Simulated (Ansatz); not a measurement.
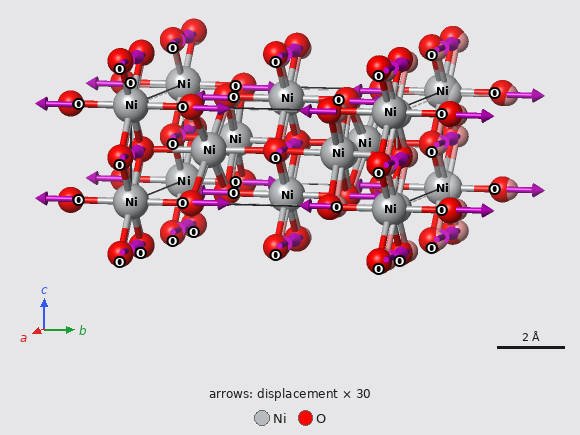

A crystal of Ni$_{3}$O$_{4}$ (set up in Cmmm), drawn pale, and a changed version of it, drawn solid. The purple arrows show how the atoms are displaced (without the part that the change of the cell carries along), magnified 30 times. Style: ball-and-stick. Shown: the conventional cell (2 times the calculation's cell), slightly off an axis. Lengths and directions refer to the drawn axes.

Computed with DFT PBEsol, scalar-relativistic, plane waves, PAW in Ansatz. (plane-wave cutoff 420 eV; k-point mesh 8 × 8 × 12; occupations gaussian; smearing width 0.1 eV; no spin polarisation)

> What was done to the structure, and with what result?

The volume is changed by +3.6 %. The cell's shape and the atoms are relaxed at that volume. It costs 20.7 meV per atom. Pressure: −7.7 GPa before, −12.9 GPa after. The principal stresses (compression positive) are −12.8 GPa along a and −13.0 GPa across it. It is metallic before and after. The volume changes by +3.6 %, with a 5.954 → 6.169 Å (+3.6 %), b 8.173 → 8.020 Å (−1.9 %), c 2.852 → 2.906 Å (+1.9 %). The largest moves relative to the cell, 0.039 Å, are those of O atoms. Ni stays in place. Near-neighbour distances before and after: Ni–O 2.066 → 2.028 to 2.123 Å, Ni–O 1.882 → 1.908 Å, Ni–O 1.861 → 1.865 Å. The space group stays Cmmm (No. 65).
